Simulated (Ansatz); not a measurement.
A series of calculations on ZnS and related structures

### Relaxation

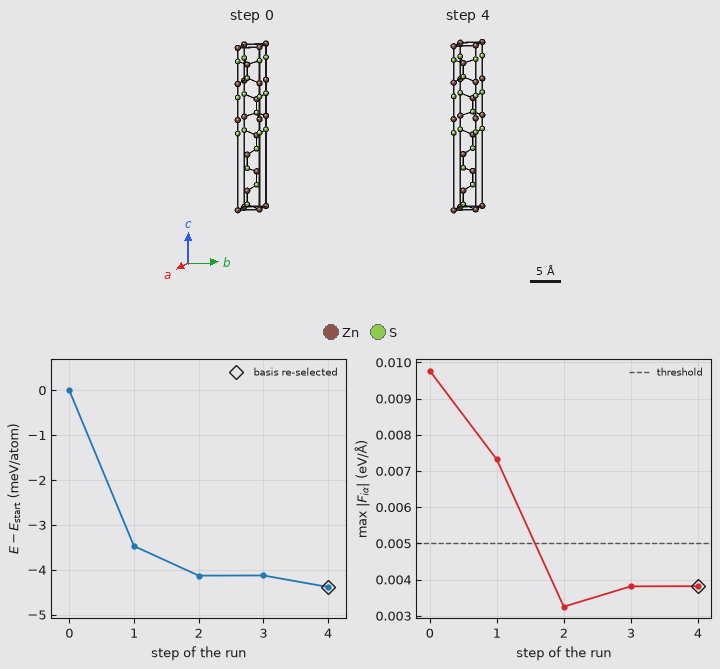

First and last geometry of a relaxation of a crystal of ZnS (set up in R3m), with the history of the run. Style: ball-and-stick. Shown: the conventional cell (3 times the calculation's cell), slightly off an axis. Lengths and directions refer to the drawn axes.

These are results of Ansatz 0.2.0, DFT PBE, scalar-relativistic, plane waves, PAW, not measurements.

Input
```yaml
crystal:
  lattice:
    - [1.9030712007, 1.09873867, 9.3519478348]
    - [-1.9030712007, 1.09873867, 9.3519478348]
    - [0.0, -2.19747734, 9.3519478348]
  atoms:
    - { symbol: Zn, position: [0.99997114, 0.99997114, 0.99997114] }
    - { symbol: Zn, position: [0.22226941, 0.22226941, 0.22226941] }
    - { symbol: Zn, position: [0.44461344, 0.44461344, 0.44461344] }
    - { symbol: S, position: [0.08326717, 0.08326717, 0.08326717] }
    - { symbol: S, position: [0.5278423, 0.5278423, 0.5278423] }
    - { symbol: S, position: [0.30536254, 0.30536254, 0.30536254] }
basis:
  ecutwfc: 420
kpoints:
  mp_grid: { grid: [12, 12, 12] }
hamiltonian:
  xc: pbe
scf:
  occupations: { method: gaussian, width: 0.02 }
output:
  forces: true
  stress: true
  eigenvalues: true
relax:
  adjacent_minimum: "off"
  f_tol: 0.005
  max_steps: 80
  cell: { stress_tol: 0.05 }
```

Run as
```bash
ansatz run input.yaml --threads 4 --pin off --max-ram 10240MiB --backend cpu --events-out ev --progress --plain --runs-dir out
```

**Read the history and describe the run.**

It converged. The atoms keep their places relative to the cell (all moves are under 0.005 Å). Cell: a = b 3.806 → 3.846 Å (+1.1 %), c 28.056 → 28.348 Å (+1.0 %). Volume +3.2 %. Near-neighbour distances that change, for instance: Zn1–S4 2.337 → 2.362 Å, Zn1–S6 2.333 → 2.357 Å. The space group stays R3m (No. 160). Over 3 accepted moves (4 points after the start) the energy falls by 4.4 meV per atom. Largest force component: 0.0098 eV/Å at the start, 0.0038 eV/Å at the end. Pressure: 2.32 GPa at the start and 0.00 GPa at the end. At 1 point the geometry stayed and the basis and grid were re-selected for the new cell (energy shift of 0.3 meV per atom at most each time).

### Relaxation

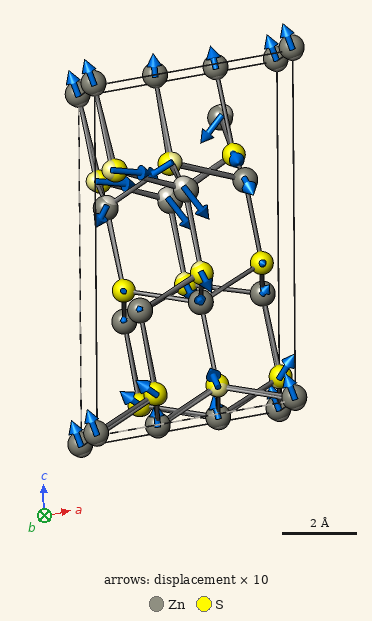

A relaxation of a defect cell of composition Zn10S9. The starting structure is drawn faded, the final one solid; blue arrows show the displacements, magnified 10 times.

A ball-and-stick model of the cell of the calculation, reduced to other axes, seen from a free direction. Lengths and directions refer to the drawn axes.

Case: Zn interstitial, charge +0, atoms relaxed. The atoms of the start lie slightly off their symmetric places, so part of the fall in energy undoes that.

Level of theory: DFT PBE, scalar-relativistic, plane waves, PAW in Ansatz. Settings: plane-wave cutoff 420 eV; k-point mesh 2 × 2 × 2; occupations gaussian; smearing width 0.02 eV; no spin polarisation; atoms relaxed in a fixed cell; force threshold 0.02 eV/Å; at most 60 steps.

Q: What did the optimiser do to the structure, and how much energy did it gain?

A: Over 5 geometry steps the energy falls by 0.351 eV per cell of the calculation. The largest force component goes from 1.1 to 0.003 eV/Å. The atom that moves furthest is an S atom (0.13 Å roughly along +a). By element the largest moves are S 0.13 Å, Zn 0.12 Å. The lattice vectors keep their values. Some distances before and after: S–Zn 2.915 → 3.101 Å, S–Zn 2.456 → 2.605 Å, S–Zn 2.362 → 2.473 Å, S–Zn 2.508 → 2.592 Å. Among the angles between lasting bonds that change: Zn–S–Zn 109.3° → 102.7°, S–Zn–S 109.3° → 115.1°, Zn–S–Zn 109.6° → 115.2°. Cost: 36 s on 4 threads of Arm Neoverse V1, with other jobs on the host, peak memory 1.2 GiB.

Limits of the set-up: the periodic images lie only 6.7 Å apart, so the values are limited by the cell's size.

### Path

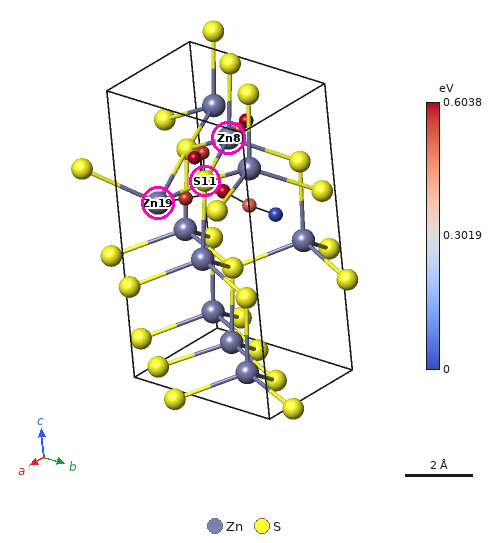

NEB run on a defect cell of composition Zn10S9 (19 atoms in the cell). Images are numbered from 0 (start) to 4 (end). The start is drawn whole; smaller spheres mark the moving atoms (Zn, S) in the later images, joined by lines and coloured by the energy of the image relative to the start. Style: ball-and-stick. Shown: the reduced simulation cell (origin moved), slightly off an axis. The atoms that move most are ringed. Lengths and directions refer to the drawn axes. Bonds to atoms that aren't drawn are left out.

Level of theory: DFT PBE, scalar-relativistic, plane waves, PAW (Ansatz). Set-up: plane-wave cutoff 420 eV; k-point mesh 2 × 2 × 2; Gaussian smearing 0.02 eV; 3 movable images; climbing image.

Q: What moves, how far, and at what cost in energy?

A: A Zn atom travels furthest, 3.85 Å from end to end, along [−1 2 0], on a path that bends up to 0.55 Å away from the straight line. At the highest image its nearest neighbour (Zn) is 2.34 Å away, against 2.57 Å at the start, and the surrounding atoms stand up to 1.32 Å off the mean of their end positions. The barrier is about 0.60 eV in both directions, with image 2 at the top; the ends have the same energy. The band converged in 36 iterations, with a climbing image at the top.

Limits of the set-up: the periodic images lie only 6.7 Å apart, so the values are limited by the cell's size.
